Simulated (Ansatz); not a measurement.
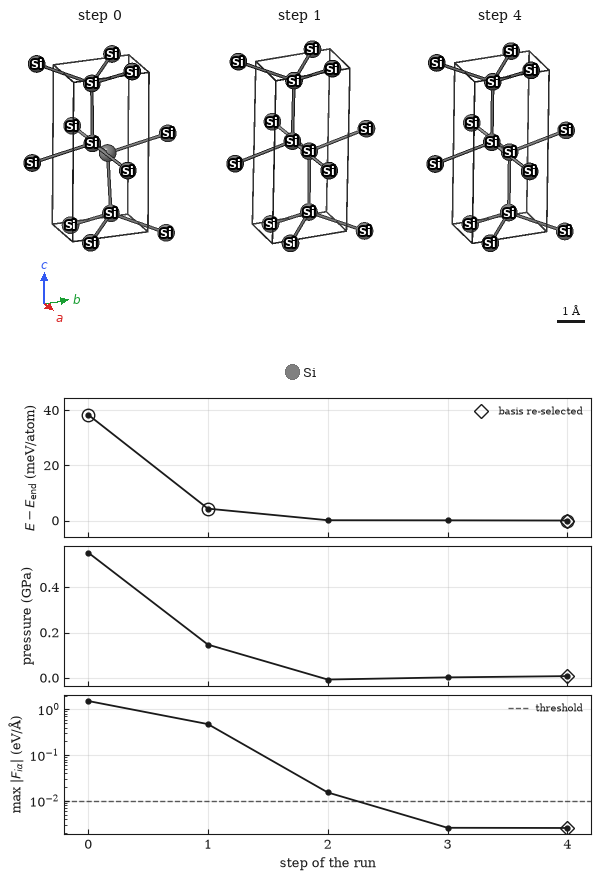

Frames of a relaxation of crystalline Si (set up in P1), marked on the history of the run. The picture is a ball-and-stick view of the cell of the calculation, seen slightly off an axis.

Case: all atoms moved at random, sigma 0.05 Å for each component, cell strained at random, sigma 0.01; relaxed back.

These are results of DFT LDA, scalar-relativistic, plane waves, PAW in Ansatz, not measurements. Set-up: plane-wave cutoff 420 eV; k-point mesh 12 × 12 × 6; occupations gaussian; smearing width 0.03 eV; no spin polarisation; cell and atoms relaxed; force threshold 0.01 eV/Å; at most 80 steps.

### What happens along the run?

After 3 accepted moves (4 points after the start) the energy has fallen by 38.4 meV per atom. Largest force component: 1.5 eV/Å at the start, 0.0026 eV/Å at the end. The pressure goes from 0.55 to 0.01 GPa. At 1 point the geometry stayed and the basis and grid were re-selected for the new cell (energy shift of 0.1 meV per atom at most each time). The atom that moves furthest relative to the cell is a Si atom (0.091 Å roughly along [1 3 −1]). The drawn cell changes as follows: a 3.781 → 3.802 Å (+0.6 %), b 3.823 → 3.801 Å (−0.6 %), c 6.232 → 6.290 Å (+0.9 %), α 92.1° → 90.0°, β 88.1° → 90.0°, γ 119.3° → 120.0°; the volume changes by +0.3 %. Near-neighbour distances that change, for instance: Si–Si 2.442 → 2.334 Å, Si–Si 2.262 → 2.334 Å, Si–Si 2.372 → 2.334 Å, Si–Si 2.313 → 2.334 Å. Bond angles that change, for instance: Si–Si–Si 102.6° → 109.8°, Si–Si–Si 114.8° → 109.9°, Si–Si–Si 105.4° → 109.8°. The space group (tolerance 0.01 Å) goes from P1 (No. 1) to P6_3/mmc (No. 194). The run took 120 s on 2 threads of Arm Neoverse V2, on a shared host, peak memory 0.78 GiB. From step 0 to 1: a Si atom moves most (0.07 Å), volume +0.2 %, energy −34.1 meV per atom. From step 1 to 4: a Si atom moves most (0.03 Å), volume +0.1 %, energy −4.3 meV per atom.
